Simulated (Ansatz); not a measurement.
ZrS2 (space group P-3m1, No. 164): the end point of a relaxation with DFT PBEsol, scalar-relativistic, plane waves, PAW in Ansatz.

```
Zr S
1.0
     3.62727    0.00000    0.00000
    -1.81364    3.14131    0.00000
     0.00000    0.00000    5.87634
Zr S
1 2
Direct
  0.00000 0.00000 0.00000
  0.33333 0.66667 0.24726
  0.66667 0.33333 0.75274
```

Describe how the polyhedra about Zr are linked (bonds: S–Zr below 2.9 Å).

Zr: ZrS6 octahedron, sharing edges with six neighbours.

They form layers of edge-sharing octahedra parallel to (001).

Centre to centre across a shared edge: 3.63 Å.

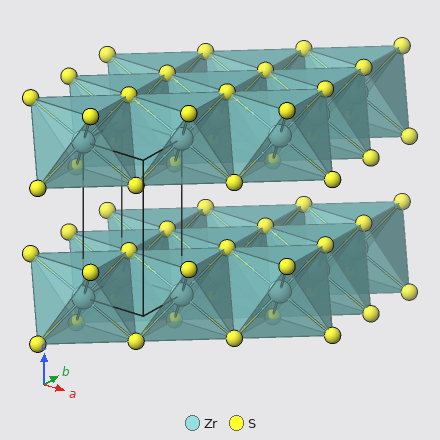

Polyhedra are drawn about Zr (bonds: S–Zr below 2.9 Å); other atoms are plain spheres.
